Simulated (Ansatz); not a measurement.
# Run report: Si₈C₃, geometry relaxation (part 1 of 6)

System: Si₈C₃ (interface cell, 44 atoms in the cell).
Method: DFT LDA, scalar-relativistic, plane waves, PAW, no spin polarisation (Ansatz 0.2.0).

The structure derives from a Materials Project entry. It belongs to a series of runs on one base structure; here: film shifted by (0, 0) in the plane.

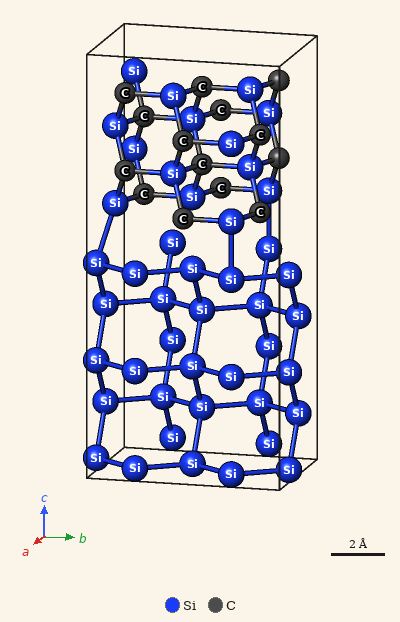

*The starting structure (ball-and-stick view of the cell of the calculation, seen slightly off an axis).*

Key numbers

| quantity | value |
| --- | --- |
| outcome | converged |
| electrons treated | 176 |
| free energy | −22386.6908 eV |
| Fermi energy | 7.773 eV |
| gap on the k-point mesh | 0.10 eV |
| final volume | 648.51 Å³ |
| largest force (length of the vector) at the end | 0.024 eV/Å |
| hardware | 8 threads of AMD EPYC (Zen 5), 64 GiB of memory available, shared host |
| wall time | 7.9 min (CPU time 60 min) |
| peak memory | 4.9 GiB |

Input file
```yaml
crystal:
  lattice:
    - [5.4019422754, 0.0, 0.0]
    - [0.0, 7.639500029, 0.0]
    - [0.0, 0.0, 16.6169595254]
  atoms:
    - { symbol: Si, position: [-0.25, 1.0, 0.0300897405] }
    - { symbol: Si, position: [-0.25, 0.5, 0.0300897405] }
    - { symbol: Si, position: [0.0, 0.25, 0.0300897405] }
    - { symbol: Si, position: [0.0, 0.75, 0.0300897405] }
    - { symbol: Si, position: [-0.75, 1.25, 0.1450250272] }
    - { symbol: Si, position: [-0.75, 0.75, 0.1450250272] }
    - { symbol: Si, position: [-0.5, 0.5, 0.1450250272] }
    - { symbol: Si, position: [-0.5, 1.0, 0.1450250272] }
    - { symbol: Si, position: [-1.25, 1.5, 0.2599603139] }
    - { symbol: Si, position: [-1.25, 1.0, 0.2599603139] }
    - { symbol: Si, position: [-1.0, 0.75, 0.2599603139] }
    - { symbol: Si, position: [-1.0, 1.25, 0.2599603139] }
    - { symbol: Si, position: [-1.75, 1.75, 0.3748956006] }
    - { symbol: Si, position: [-1.75, 1.25, 0.3748956006] }
    - { symbol: Si, position: [-1.5, 1.0, 0.3748956006] }
    - { symbol: Si, position: [-1.5, 1.5, 0.3748956006] }
    - { symbol: Si, position: [-2.25, 2.0, 0.4898308873] }
    - { symbol: Si, position: [-2.25, 1.5, 0.4898308873] }
    - { symbol: Si, position: [-2.0, 1.25, 0.4898308873] }
    - { symbol: Si, position: [-2.0, 1.75, 0.4898308873] }
    - { symbol: Si, position: [-2.0, 1.75, 0.627040104] }
    - { symbol: Si, position: [-1.6666666667, 1.4166666667, 0.627040104] }
    - { symbol: Si, position: [-2.3333333333, 1.0833333333, 0.627040104] }
    - { symbol: C, position: [-1.9986267648, 1.5006865543, 0.6270401768] }
    - { symbol: C, position: [-1.6652934315, 1.167353221, 0.6270401768] }
    - { symbol: C, position: [-2.3319600981, 0.8340198876, 0.6270401768] }
    - { symbol: Si, position: [-1.8333336064, 2.0833329683, 0.718662527] }
    - { symbol: Si, position: [-1.500000273, 1.749999635, 0.718662527] }
    - { symbol: Si, position: [-2.1666669397, 1.4166663017, 0.718662527] }
    - { symbol: C, position: [-1.8319603711, 1.8340195227, 0.7186625999] }
    - { symbol: C, position: [-1.4986270378, 1.5006861893, 0.7186625999] }
    - { symbol: C, position: [-2.1652937045, 1.167352856, 0.7186625999] }
    - { symbol: Si, position: [-1.6666672127, 2.4166659367, 0.8102849501] }
    - { symbol: Si, position: [-1.3333338794, 2.0833326033, 0.8102849501] }
    - { symbol: Si, position: [-2.000000546, 1.74999927, 0.8102849501] }
    - { symbol: C, position: [-1.6652939775, 2.167352491, 0.8102850229] }
    - { symbol: C, position: [-1.3319606442, 1.8340191577, 0.8102850229] }
    - { symbol: C, position: [-1.9986273108, 1.5006858243, 0.8102850229] }
    - { symbol: Si, position: [-1.5000008191, 2.749998905, 0.9019073731] }
    - { symbol: Si, position: [-1.1666674857, 2.4166655717, 0.9019073731] }
    - { symbol: Si, position: [-1.8333341524, 2.0833322384, 0.9019073731] }
    - { symbol: C, position: [-1.4986275839, 2.5006854593, 0.901907446] }
    - { symbol: C, position: [-1.1652942505, 2.167352126, 0.901907446] }
    - { symbol: C, position: [-1.8319609172, 1.8340187927, 0.901907446] }
basis:
  ecutwfc: 420
kpoints:
  mp_grid: { grid: [7, 5, 2] }
hamiltonian:
  xc: lda
scf:
  occupations: { method: gaussian, width: 0.05 }
output:
  forces: true
  stress: true
  eigenvalues: true
  populations: true
  write_density: true
  write_potential: true
  elf: true
  volumetric_format: npy
relax:
  adjacent_minimum: "off"
  f_tol: 0.02
  max_steps: 70
  cell: { fix: [a, b, gamma, alpha, beta], stress_tol: 0.15 }
```

Launch command:
```bash
ansatz run input.yaml --threads 8 --pin off --max-ram 20480MiB --backend cpu --events-out ev --progress --plain --runs-dir out
```

What the program printed
```
Engine: ansatz 0.2.0, x86_64-unknown-linux-gnu
Pseudopotentials: kind: paw
Pseudopotential: Si, paw, valence charge 4, recommended cutoff 420 eV (normal), Si.paw.azcp
Pseudopotential: C, paw, valence charge 4, recommended cutoff 420 eV (normal), C.paw.azcp
Functional definition: SPW92
  exchange = slater_x
  correlation = pw_c
Crystal: 44 atoms, lattice volume = 685.751 Å³
Basis set: ecut = 420 eV, 13373 PW (Γ)
Bands: 132, of which v1, the nominal top of the filled ones, is band 88 counted from 1 (87 counted from 0)
Symmetry: 1 space group operations
Space group: P1 (ITA 1), of the structure as read, at distance tolerance 8.8e-5 Å
k-points: 36 of 70 (time reversal used)
Non-local potential: Si, projectors of the file, l = 0: 2, l = 1: 2, l = 2: 2
Non-local potential: C, projectors of the file, l = 0: 2, l = 1: 2, l = 2: 1
PAW form: soft (Blöchl's): semilocal exchange-correlation on the pseudo side does not see the compensation charge
PAW frozen core: Si, regenerated for the run's functional, and the local potential with it (the file was generated under x = pbe(κ = 0.804, μ = 0.2195149727645171), c = pbe(β = 0.06672455060314922))
PAW frozen core: C, regenerated for the run's functional, and the local potential with it (the file was generated under x = pbe(κ = 0.804, μ = 0.2195149727645171), c = pbe(β = 0.06672455060314922))
PAW one-centre angular grid: Si, 110 points (default); XC on 64 Gauss nodes
PAW one-centre angular grid: C, 110 points (default); XC on 64 Gauss nodes
Initial density: superposition of atomic densities (neutral atoms: chi_scale 0, normalization atom), corrected by the library's trained network
Initial wavefunctions: pseudopotential atomic-orbital guess
Functional: x = slater, c = lda
SCF iter   1: F=—  HF=-22380.572826 eV  |F-HF|=—  |Δ(HF+E_count)|=         —  Δρ=7.94e-3  dr2=6.86e-1  ethr=1.77e-3  ⟨swp⟩=6.0  Hψ=22126  notcnv=0  defer=717
preconditioner: auto → Kerker (q_TF=auto, 2.175 Å⁻¹)  [metal: Δε(μ)=0.021 eV  Ē_g=8.966 eV  σ=0.050 eV  W_gap=0.24  n_scr=120 (ndim 8)  ℏωp=18.8 eV  f_vac=0.000  D(μ)=5.40/eV (n_scr^D=18)]
SCF iter   2: F=—  HF=-22380.475454 eV  |F-HF|=—  |Δ(HF+E_count)|=   9.74e-2  Δρ=3.66e-3  dr2=1.61e-1  ethr=3.90e-4  ⟨swp⟩=1.0  Hψ=5472  notcnv=0  defer=1009
SCF iter   3: F=—  HF=-22380.445176 eV  |F-HF|=—  |Δ(HF+E_count)|=   3.03e-2  Δρ=8.41e-4  dr2=1.83e-2  ethr=9.17e-5  ⟨swp⟩=3.0  Hψ=6372  notcnv=0  defer=1011
SCF iter   4: F=—  HF=-22380.442277 eV  |F-HF|=—  |Δ(HF+E_count)|=   2.90e-3  Δρ=2.44e-4  dr2=2.75e-3  ethr=1.04e-5  ⟨swp⟩=3.0  Hψ=5346  notcnv=0  defer=1011
SCF iter   5: F=—  HF=-22380.441935 eV  |F-HF|=—  |Δ(HF+E_count)|=   3.42e-4  Δρ=1.04e-4  dr2=3.77e-4  ethr=1.57e-6  ⟨swp⟩=2.9  Hψ=5803  notcnv=0  defer=1011
SCF iter   6: F=—  HF=-22380.441886 eV  |F-HF|=—  |Δ(HF+E_count)|=   4.89e-5  Δρ=3.14e-5  dr2=5.03e-5  ethr=2.14e-7  ⟨swp⟩=2.4  Hψ=5543  notcnv=0  defer=1011
SCF iter   7: F=—  HF=-22380.441919 eV  |F-HF|=—  |Δ(HF+E_count)|=   3.24e-5  Δρ=9.55e-6  dr2=1.11e-5  ethr=2.86e-8  ⟨swp⟩=1.0  Hψ=4753  notcnv=0  defer=1307
SCF iter   8: F=—  HF=-22380.441918 eV  |F-HF|=—  |Δ(HF+E_count)|=   7.28e-7  Δρ=5.08e-6  dr2=2.00e-6  ethr=6.30e-9  ⟨swp⟩=1.6  Hψ=3495  notcnv=0  defer=1307
SCF iter   9: F=—  HF=-22380.441918 eV  |F-HF|=—  |Δ(HF+E_count)|=   1.46e-7  Δρ=2.38e-6  dr2=3.32e-7  ethr=1.13e-9  ⟨swp⟩=2.3  Hψ=5520  notcnv=0  defer=1307
SCF iter  10: F=-22380.441918 eV  HF=-22380.441918 eV  |F-HF|=2.96e-8  |Δ(HF+E_count)|=   3.17e-8  Δρ=8.58e-7  dr2=3.44e-8  ethr=5.68e-11  ⟨swp⟩=19.7  Hψ=41192  notcnv=0
SCF 1 converged in 10 iterations: F = -22380.441918 eV  dr2 = 3.44e-8
  greatest PAW one-centre occupation: 0.657 electrons in one spin orbital (limit 2), on the Si atom at site 18 (counted from 0), in its partial waves of l = 0
relax step   1: F+E_penalty+E_count = -22380.44191758 eV  Δ(F+E_penalty+E_count) = +0.000e0 eV  max|allowed force component| = 2.261e0 eV/Å  Δτ_max = 0.0000 Å  P = -4.999 GPa  Ω = 685.751 Å³  fix = [a, b, alpha, beta, gamma]  reactions: a -3.808, b -5.102 GPa; alpha -0.495, beta -0.631, gamma -0.530 GPa/rad  (10 SCF iters, dr2 threshold 1.00e-7 eV, accepted)
Crystal: 44 atoms, lattice volume = 665.211 Å³
Basis set: ecut = 420 eV, 12967 PW (Γ)
Initial density: handed on by an earlier stage of this run
Initial wavefunctions: those handed on with the density
iter 1 solved again at ethr=7.42e-4 eV; its pass at ethr=3.10e-3 eV (dr2=1.31e0 eV) is discarded
SCF iter   1: F=—  HF=-22383.512435 eV  |F-HF|=—  |Δ(HF+E_count)|=         —  Δρ=1.11e-2  dr2=1.32e0  ethr=7.42e-4  ⟨swp⟩=7.0  Hψ=22472  notcnv=0  defer=7
preconditioner: auto → Kerker (q_TF=auto, 2.186 Å⁻¹)  [metal: Δε(μ)=0.025 eV  Ē_g=9.202 eV  σ=0.050 eV  W_gap=0.27  n_scr=120 (ndim 8)  ℏωp=19.1 eV  f_vac=0.000  D(μ)=3.03/eV (n_scr^D=6)]
SCF iter   2: F=—  HF=-22383.320474 eV  |F-HF|=—  |Δ(HF+E_count)|=   1.92e-1  Δρ=5.46e-3  dr2=3.81e-1  ethr=7.42e-4  ⟨swp⟩=1.0  Hψ=5092  notcnv=0  defer=10
SCF iter   3: F=—  HF=-22383.252031 eV  |F-HF|=—  |Δ(HF+E_count)|=   6.84e-2  Δρ=9.25e-4  dr2=3.62e-2  ethr=2.17e-4  ⟨swp⟩=4.1  Hψ=7813  notcnv=0  defer=553
preconditioner: auto → Resta (q_TF=auto, 2.186 Å⁻¹)  ε∞=5.3  [insulator: Δε(μ)=0.049 eV  Ē_g=9.184 eV  σ=0.050 eV  W_gap=0.51  n_scr=120 (ndim 8)  ℏωp=19.1 eV  f_vac=0.000  D(μ)=3.52/eV (n_scr^D=10)  ε∞_Penn≈5.3]
SCF iter   4: F=—  HF=-22383.248217 eV  |F-HF|=—  |Δ(HF+E_count)|=   3.81e-3  Δρ=3.68e-4  dr2=1.69e-3  ethr=2.06e-5  ⟨swp⟩=1.9  Hψ=5313  notcnv=0  defer=555
SCF iter   5: F=—  HF=-22383.247989 eV  |F-HF|=—  |Δ(HF+E_count)|=   2.28e-4  Δρ=1.26e-4  dr2=8.14e-4  ethr=9.60e-7  ⟨swp⟩=2.2  Hψ=7501  notcnv=0  defer=686
SCF iter   6: F=—  HF=-22383.247947 eV  |F-HF|=—  |Δ(HF+E_count)|=   4.22e-5  Δρ=4.39e-5  dr2=4.16e-5  ethr=4.63e-7  ⟨swp⟩=1.4  Hψ=3761  notcnv=0  defer=686
SCF iter   7: F=-22383.247945 eV  HF=-22383.247946 eV  |F-HF|=9.31e-7  |Δ(HF+E_count)|=   9.03e-7  Δρ=1.06e-5  dr2=1.84e-6  ethr=2.50e-9  ⟨swp⟩=18.8  Hψ=47270  notcnv=0
SCF 2 converged in 7 iterations: F = -22383.247945 eV  dr2 = 1.84e-6
  greatest PAW one-centre occupation: 0.656 electrons in one spin orbital (limit 2), on the Si atom at site 19 (counted from 0), in its partial waves of l = 0
relax step   2: F+E_penalty+E_count = -22383.24794470 eV  Δ(F+E_penalty+E_count) = -2.806e0 eV  max|allowed force component| = 1.305e0 eV/Å  Δτ_max = 0.1996 Å  P = -2.694 GPa  Ω = 665.211 Å³  energy of the carried Pulay correction = +2.160e-2 eV  fix = [a, b, alpha, beta, gamma]  reactions: a -2.391, b -3.713 GPa; alpha -0.987, beta -0.492, gamma -1.040 GPa/rad  (7 SCF iters, dr2 threshold 4.40e-6 eV, accepted)
[... from here on the SCF iterations and repeated set-up lines of each step are left out, up to the last step ...]
SCF 3 converged in 9 iterations: F = -22384.405701 eV  dr2 = 1.22e-6
relax step   3: F+E_penalty+E_count = -22384.40570117 eV  Δ(F+E_penalty+E_count) = -1.158e0 eV  max|allowed force component| = 2.000e0 eV/Å  Δτ_max = 0.1949 Å  P = -1.446 GPa  Ω = 654.664 Å³  energy of the carried Pulay correction = +3.295e-2 eV  fix = [a, b, alpha, beta, gamma]  reactions: a -2.241, b -2.921 GPa; alpha -1.252, beta +0.537, gamma -1.577 GPa/rad  (9 SCF iters, dr2 threshold 4.40e-6 eV, accepted)
SCF 4 converged in 8 iterations: F = -22385.137096 eV  dr2 = 2.33e-6
relax step   4: F+E_penalty+E_count = -22385.13709554 eV  Δ(F+E_penalty+E_count) = -7.314e-1 eV  max|allowed force component| = 7.008e-1 eV/Å  Δτ_max = 0.1910 Å  P = -1.691 GPa  Ω = 652.537 Å³  energy of the carried Pulay correction = +3.526e-2 eV  fix = [a, b, alpha, beta, gamma]  reactions: a -3.040, b -2.697 GPa; alpha -1.218, beta +1.327, gamma -2.085 GPa/rad  (8 SCF iters, dr2 threshold 4.40e-6 eV, accepted)
SCF 5 converged in 8 iterations: F = -22385.575155 eV  dr2 = 7.56e-7
relax step   5: F+E_penalty+E_count = -22385.57515451 eV  Δ(F+E_penalty+E_count) = -4.381e-1 eV  max|allowed force component| = 5.564e-1 eV/Å  Δτ_max = 0.1953 Å  P = -2.023 GPa  Ω = 651.777 Å³  energy of the carried Pulay correction = +3.609e-2 eV  fix = [a, b, alpha, beta, gamma]  reactions: a -3.526, b -2.818 GPa; alpha -1.103, beta +1.801, gamma -2.285 GPa/rad  (8 SCF iters, dr2 threshold 4.40e-6 eV, accepted)
SCF 6 converged in 9 iterations: F = -22385.886040 eV  dr2 = 6.13e-7
relax step   6: F+E_penalty+E_count = -22385.88604032 eV  Δ(F+E_penalty+E_count) = -3.109e-1 eV  max|allowed force component| = 4.556e-1 eV/Å  Δτ_max = 0.2000 Å  P = -2.048 GPa  Ω = 651.075 Å³  energy of the carried Pulay correction = +3.686e-2 eV  fix = [a, b, alpha, beta, gamma]  reactions: a -3.071, b -2.844 GPa; alpha -0.851, beta +2.593, gamma -2.376 GPa/rad  (9 SCF iters, dr2 threshold 4.40e-6 eV, accepted)
SCF 7 converged in 8 iterations: F = -22386.026208 eV  dr2 = 5.85e-7
relax step   7: F+E_penalty+E_count = -22386.02620800 eV  Δ(F+E_penalty+E_count) = -1.402e-1 eV  max|allowed force component| = 3.377e-1 eV/Å  Δτ_max = 0.1358 Å  P = -1.914 GPa  Ω = 649.851 Å³  energy of the carried Pulay correction = +3.819e-2 eV  fix = [a, b, alpha, beta, gamma]  reactions: a -2.473, b -2.777 GPa; alpha -0.871, beta +3.157, gamma -2.170 GPa/rad  (8 SCF iters, dr2 threshold 4.40e-6 eV, accepted)
SCF 8 converged in 9 iterations: F = -22386.203282 eV  dr2 = 1.44e-6
relax step   8: F+E_penalty+E_count = -22386.20328164 eV  Δ(F+E_penalty+E_count) = -1.771e-1 eV  max|allowed force component| = 5.735e-1 eV/Å  Δτ_max = 0.1948 Å  P = -1.397 GPa  Ω = 647.988 Å³  energy of the carried Pulay correction = +4.023e-2 eV  fix = [a, b, alpha, beta, gamma]  reactions: a -1.376, b -2.459 GPa; alpha -1.069, beta +3.813, gamma -1.885 GPa/rad  (9 SCF iters, dr2 threshold 4.40e-6 eV, accepted)
SCF 9 converged in 6 iterations: F = -22386.420606 eV  dr2 = 4.23e-7
relax step   9: F+E_penalty+E_count = -22386.42060572 eV  Δ(F+E_penalty+E_count) = -2.173e-1 eV  max|allowed force component| = 6.489e-1 eV/Å  Δτ_max = 0.1977 Å  P = -0.629 GPa  Ω = 645.815 Å³  energy of the carried Pulay correction = +4.261e-2 eV  fix = [a, b, alpha, beta, gamma]  reactions: a -0.326, b -2.021 GPa; alpha -1.172, beta +3.799, gamma -1.820 GPa/rad  (6 SCF iters, dr2 threshold 4.40e-6 eV, accepted)
SCF 10 converged in 7 iterations: F = -22386.585500 eV  dr2 = 4.01e-7
relax step  10: F+E_penalty+E_count = -22386.58550003 eV  Δ(F+E_penalty+E_count) = -1.649e-1 eV  max|allowed force component| = 6.347e-1 eV/Å  Δτ_max = 0.2000 Å  P = -0.450 GPa  Ω = 646.503 Å³  energy of the carried Pulay correction = +4.186e-2 eV  fix = [a, b, alpha, beta, gamma]  reactions: a +0.275, b -1.989 GPa; alpha -1.447, beta +3.650, gamma -1.928 GPa/rad  (7 SCF iters, dr2 threshold 4.40e-6 eV, accepted)
SCF 11 converged in 8 iterations: F = -22386.613105 eV  dr2 = 1.10e-6
relax step  11: F+E_penalty+E_count = -22386.61310496 eV  Δ(F+E_penalty+E_count) = -2.760e-2 eV  max|allowed force component| = 7.681e-1 eV/Å  Δτ_max = 0.1646 Å  P = -0.123 GPa  Ω = 647.356 Å³  energy of the carried Pulay correction = +4.092e-2 eV  fix = [a, b, alpha, beta, gamma]  reactions: a +0.413, b -1.386 GPa; alpha -1.713, beta +3.798, gamma -2.425 GPa/rad  (8 SCF iters, dr2 threshold 4.40e-6 eV, accepted)
SCF 12 converged in 6 iterations: F = -22386.293942 eV  dr2 = 6.56e-7
relax step  12: F+E_penalty+E_count = -22386.29394189 eV  Δ(F+E_penalty+E_count) = +3.192e-1 eV  max|allowed force component| = 1.373e0 eV/Å  Δτ_max = 0.2000 Å  P = -0.562 GPa  Ω = 650.484 Å³  energy of the carried Pulay correction = +3.750e-2 eV  fix = [a, b, alpha, beta, gamma]  (6 SCF iters, dr2 threshold 4.40e-6 eV, rejected (line search))
SCF 13 converged in 8 iterations: F = -22386.634305 eV  dr2 = 8.72e-10
relax step  13: F+E_penalty+E_count = -22386.63430503 eV  Δ(F+E_penalty+E_count) = -2.120e-2 eV  max|allowed force component| = 4.662e-1 eV/Å  Δτ_max = 0.0986 Å  P = -0.354 GPa  Ω = 648.791 Å³  energy of the carried Pulay correction = +3.935e-2 eV  fix = [a, b, alpha, beta, gamma]  reactions: a +0.577, b -1.494 GPa; alpha -1.551, beta +4.233, gamma -2.081 GPa/rad  (8 SCF iters, accepted)
SCF 14 converged in 6 iterations: F = -22386.692520 eV  dr2 = 3.91e-8
relax step  14: F+E_penalty+E_count = -22386.69252044 eV  Δ(F+E_penalty+E_count) = -5.822e-2 eV  max|allowed force component| = 1.859e-1 eV/Å  Δτ_max = 0.1000 Å  P = -0.228 GPa  Ω = 648.065 Å³  energy of the carried Pulay correction = +4.015e-2 eV  fix = [a, b, alpha, beta, gamma]  reactions: a +0.550, b -1.526 GPa; alpha -1.714, beta +4.169, gamma -2.169 GPa/rad  (6 SCF iters, dr2 threshold 4.40e-6 eV, accepted)
SCF 15 converged in 6 iterations: F = -22386.713359 eV  dr2 = 1.41e-8
relax step  15: F+E_penalty+E_count = -22386.71335861 eV  Δ(F+E_penalty+E_count) = -2.084e-2 eV  max|allowed force component| = 4.919e-2 eV/Å  Δτ_max = 0.0759 Å  P = -0.465 GPa  Ω = 648.732 Å³  energy of the carried Pulay correction = +3.942e-2 eV  fix = [a, b, alpha, beta, gamma]  reactions: a +0.329, b -1.658 GPa; alpha -1.580, beta +4.056, gamma -2.127 GPa/rad  (6 SCF iters, dr2 threshold 2.16e-6 eV, accepted)
SCF 16 converged in 6 iterations: F = -22386.715070 eV  dr2 = 1.11e-9
relax step  16: F+E_penalty+E_count = -22386.71506969 eV  Δ(F+E_penalty+E_count) = -1.711e-3 eV  max|allowed force component| = 1.925e-2 eV/Å  Δτ_max = 0.0138 Å  P = -0.424 GPa  Ω = 648.509 Å³  energy of the carried Pulay correction = +3.966e-2 eV  fix = [a, b, alpha, beta, gamma]  reactions: a +0.379, b -1.639 GPa; alpha -1.585, beta +4.032, gamma -2.137 GPa/rad  (6 SCF iters, dr2 threshold 1.51e-7 eV, accepted)
Initial wavefunctions: pseudopotential atomic-orbital guess (no wavefunctions were taken with the density)
iter 1 solved again at ethr=6.83e-7 eV; its pass at ethr=3.10e-3 eV (dr2=1.20e-3 eV) is discarded
SCF iter   1: F=—  HF=-22386.690532 eV  |F-HF|=—  |Δ(HF+E_count)|=         —  Δρ=1.56e-4  dr2=2.25e-5  ethr=6.83e-7  ⟨swp⟩=5.3  Hψ=36946  notcnv=0
preconditioner: auto → Resta (q_TF=auto, 2.195 Å⁻¹)  ε∞=5.2  [insulator: Δε(μ)=0.096 eV  Ē_g=9.442 eV  σ=0.050 eV  W_gap=0.82  n_scr=120 (ndim 8)  ℏωp=19.3 eV  f_vac=0.000  D(μ)=0.30/eV (n_scr^D=0)  ε∞_Penn≈5.2]
SCF iter   2: F=—  HF=-22386.690548 eV  |F-HF|=—  |Δ(HF+E_count)|=   1.58e-5  Δρ=8.01e-5  dr2=4.94e-6  ethr=1.28e-8  ⟨swp⟩=2.3  Hψ=7600  notcnv=0
SCF iter   3: F=—  HF=-22386.690760 eV  |F-HF|=—  |Δ(HF+E_count)|=   2.12e-4  Δρ=6.81e-6  dr2=4.20e-8  ethr=2.80e-9  ⟨swp⟩=1.6  Hψ=6590  notcnv=0
iter 4 did not close the SCF: its close was put off for the readings that it lacked (scf_convergence_deferred on its scf_iter line)
SCF iter   4: F=-22386.690760 eV  HF=-22386.690760 eV  |F-HF|=1.24e-10  |Δ(HF+E_count)|=   4.63e-8  Δρ=3.47e-7  dr2=4.04e-10  ethr=2.39e-11  ⟨swp⟩=1.4  Hψ=6074  notcnv=0
iter 5 did not close the SCF: its close was put off for the readings that it lacked (scf_convergence_deferred on its scf_iter line)
SCF iter   5: F=-22386.690760 eV  HF=-22386.690760 eV  |F-HF|=1.09e-11  |Δ(HF+E_count)|=  5.82e-11  Δρ=6.50e-8  dr2=2.20e-11  ethr=1.00e-12  ⟨swp⟩=2.1  Hψ=6392  notcnv=0
SCF iter   6: F=-22386.690760 eV  HF=-22386.690760 eV  |F-HF|=3.64e-12  |Δ(HF+E_count)|=  1.09e-11  Δρ=1.65e-8  dr2=2.10e-12  ethr=1.00e-12  ⟨swp⟩=8.4  Hψ=23926  notcnv=0
SCF 17 converged in 6 iterations: F = -22386.690760 eV  dr2 = 2.10e-12
relax step  17: F+E_penalty+E_count = -22386.69076028 eV  Δ(F+E_penalty+E_count) = +2.431e-2 eV  max|allowed force component| = 1.932e-2 eV/Å  Δτ_max = 0.0000 Å  P = -0.490 GPa  Ω = 648.509 Å³  fix = [a, b, alpha, beta, gamma]  reactions: a +0.337, b -1.680 GPa; alpha -1.585, beta +4.032, gamma -2.135 GPa/rad  stress off target by 1.25e-1 GPa on what of the cell is left free  SCF on the basis re-selected at this cell (its energy is not comparable with the rows above)  (6 SCF iters)
```

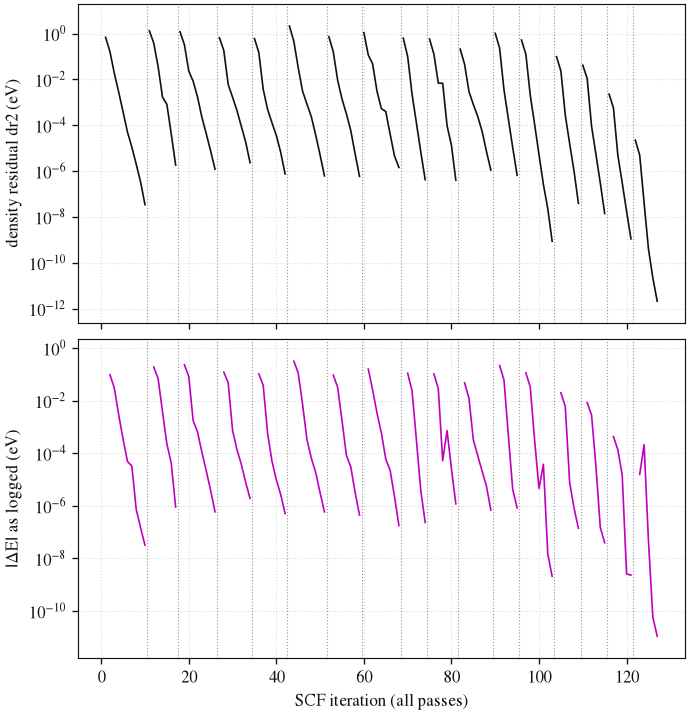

*Convergence of the self-consistent field: density residual dr2 and size of the energy change against the SCF iteration. The dotted lines part the SCF passes of the relaxation: geometry steps, rejected trials and re-solves on a re-selected basis.*

The 17 passes take 6 to 10 iterations each, 127 in all.
